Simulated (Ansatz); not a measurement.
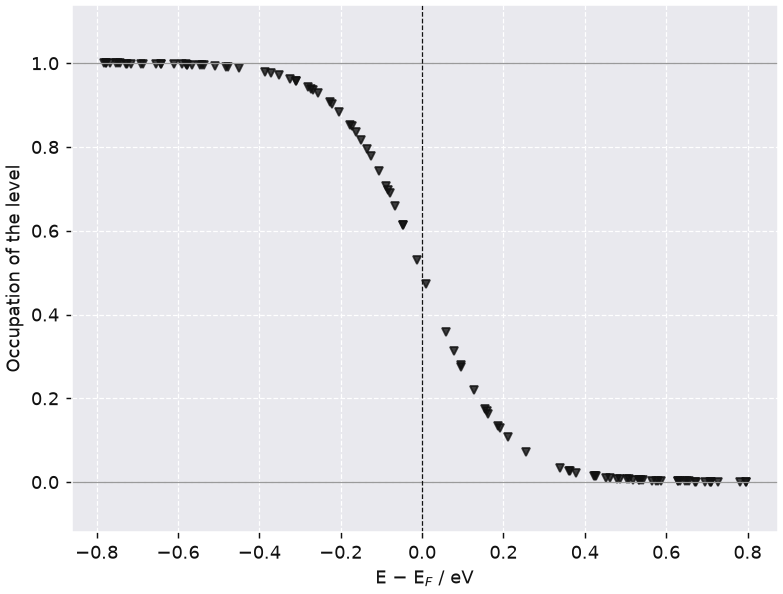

Occupations of the one-electron levels of the k mesh against their energy, from a run on TiSi, space group Cmmm, 2 atoms in the cell, with Ansatz.

Q: Which smearing scheme was used (Fermi-Dirac, Gaussian, Methfessel-Paxton or cold), and about what width?

A: Fermi-Dirac smearing with a width of 0.1 eV. The occupations stay between 0 and 1 and have long exponential tails; the slope at the Fermi level is 1/(4 × width).
